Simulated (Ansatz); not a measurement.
PtS2

```
CELL_PARAMETERS angstrom
5.95159 0.00000 0.00000
0.00000 5.95159 0.00000
0.00000 0.00000 5.95159
ATOMIC_POSITIONS crystal
Pt 0.00000 0.00000 0.00000
Pt 0.50000 0.50000 0.00000
Pt 0.50000 0.00000 0.50000
Pt 0.00000 0.50000 0.50000
S 0.25000 0.25000 0.25000
S 0.75000 0.75000 0.25000
S 0.75000 0.25000 0.75000
S 0.25000 0.75000 0.75000
S 0.75000 0.25000 0.25000
S 0.25000 0.75000 0.25000
S 0.25000 0.25000 0.75000
S 0.75000 0.75000 0.75000
```

Space group Fm-3m; started from the fluorite prototype, which need not be the ambient phase; computed pressure about −3 GPa in this cell.

The calculation used Ansatz, DFT, HSE06, plane waves, PAW.

The density is the valence pseudo-density of a PAW calculation; it isn't the true density close to the nuclei.

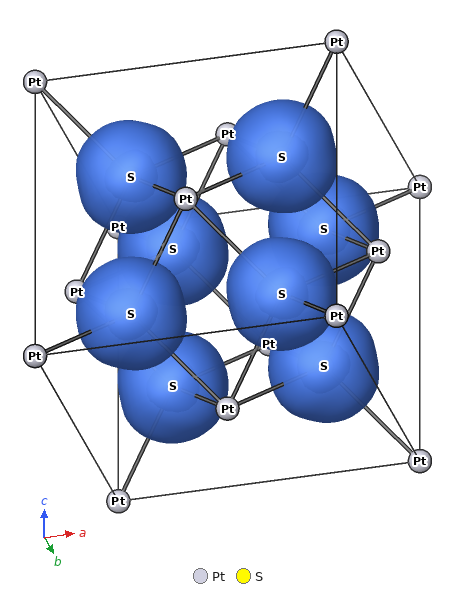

Figure 1. Isosurface of the electron localisation function at 0.65 (blue), seen at an oblique angle. Only the valence region is drawn (cores and ρ < 0.01 e/Å³ removed). Sticks mark near contacts.

> Describe the localisation domains.

The ELF exceeds this value in eight regions wrapped around S (the valence shell of each), counted in one cell of 12 atoms. Any copies at cell faces, edges or corners count once. Profiles from the grid: Pt–S (2.58 Å): the ELF peaks at about 0.90 in the valence shell of S, 0.7 Å from its nucleus, and drops to about 0.25 between the two atoms.

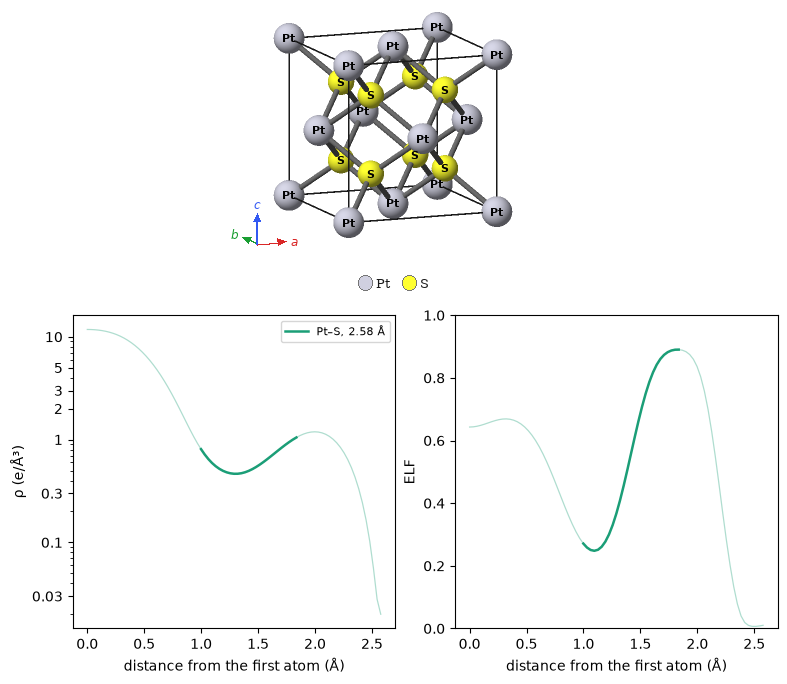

Figure 2. Valence pseudo-density and electron localisation function along straight lines between neighbouring atoms. Thin, pale parts lie inside the atomic spheres. The structure is drawn too.

> What can be read from the curves?

Pt–S (2.58 Å): the density is about 0.47 e/Å³ at the midpoint; the ELF peaks at about 0.90 in the valence shell of S, 0.7 Å from its nucleus, and drops to about 0.25 between the two atoms.
